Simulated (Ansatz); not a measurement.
Consider Sn5H.

```yaml
crystal:
  lattice:
    - [4.71036, 0.00000, 0.00000]
    - [-2.35518, 4.07929, 0.00000]
    - [0.00000, 0.00000, 20.85087]
  atoms:
    - { symbol: Sn, position: [0.66667, 0.33333, 0.38721] }
    - { symbol: Sn, position: [0.33333, 0.66667, 0.61279] }
    - { symbol: Sn, position: [0.00000, 0.00000, 0.79340] }
    - { symbol: Sn, position: [0.00000, 0.00000, 0.65598] }
    - { symbol: Sn, position: [0.66667, 0.33333, 0.83925] }
    - { symbol: Sn, position: [0.00000, 0.00000, 0.20660] }
    - { symbol: Sn, position: [0.00000, 0.00000, 0.34402] }
    - { symbol: Sn, position: [0.33333, 0.66667, 0.16075] }
    - { symbol: Sn, position: [0.33333, 0.66667, 0.02292] }
    - { symbol: Sn, position: [0.66667, 0.33333, 0.97708] }
    - { symbol: H, position: [0.66667, 0.33333, 0.47093] }
    - { symbol: H, position: [0.33333, 0.66667, 0.52907] }
```

Space group P-3m1; a generated structure, not necessarily the stable one.

Level of theory: DFT r2SCAN, scalar-relativistic, plane waves, PAW in Ansatz.

Question: What will maps of the valence pseudo-density and electron localisation function show?

Answer: Sn–H (1.75 Å): the density is about 0.98 e/Å³ at the midpoint; the ELF climbs to about 1 towards the hydrogen.
Sn–Sn (2.87 Å): ρ is about 0.34 e/Å³ halfway; the ELF peaks at about 0.70 between the atoms.

Question: Does the calculation give a band gap?

Answer: It is metallic or semimetallic at this level of theory: no gap opens.

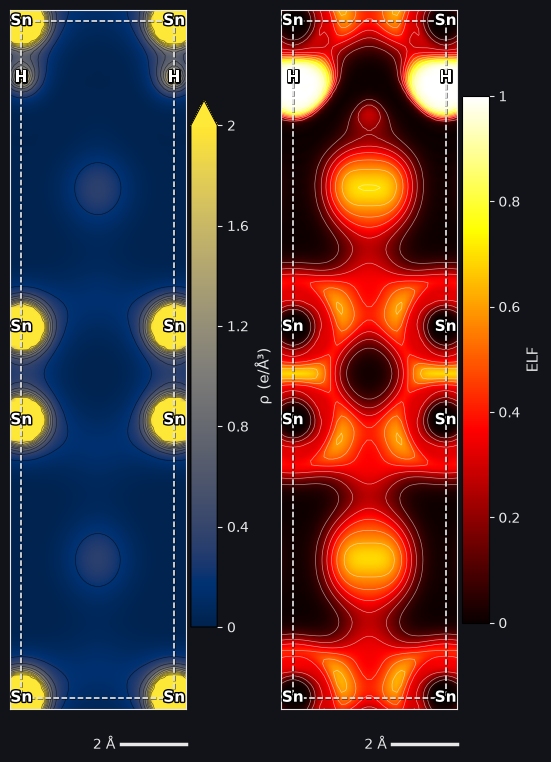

Computed valence pseudo-density and electron localisation function on the (010) plane of the conventional cell, in this order. 

In a PAW calculation such maps are meaningful between the atoms, not at the nuclei.
